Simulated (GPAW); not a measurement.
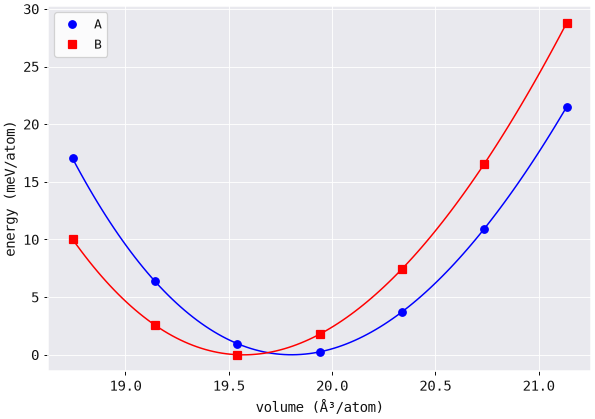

The figure shows the energy against volume, with one curve for each functional, for PbO (space group P4/nmm). The labels are replaced by letters. In alphabetical order the cases are: PBEsol; r2SCAN.

How it was computed, with GPAW 26.7.0: PAW DFT in plane waves, on a grid or in atomic orbitals, no spin polarisation; energies at scaled volumes of the given cell, shape and fractions fixed, counted from the fit's minimum, third-order Birch-Murnaghan fit. All runs: no spin polarisation.

- occupations: Fermi–Dirac
- smearing width: 0.05 eV
- wave cutoff: 800 eV

**Which letter stands for which functional?**

A: r2SCAN; B: PBEsol.

Caveats: spin-orbit coupling left out, heavy elements; shape and atomic fractions are frozen while scaling, which makes layered, chain and framework solids too stiff.
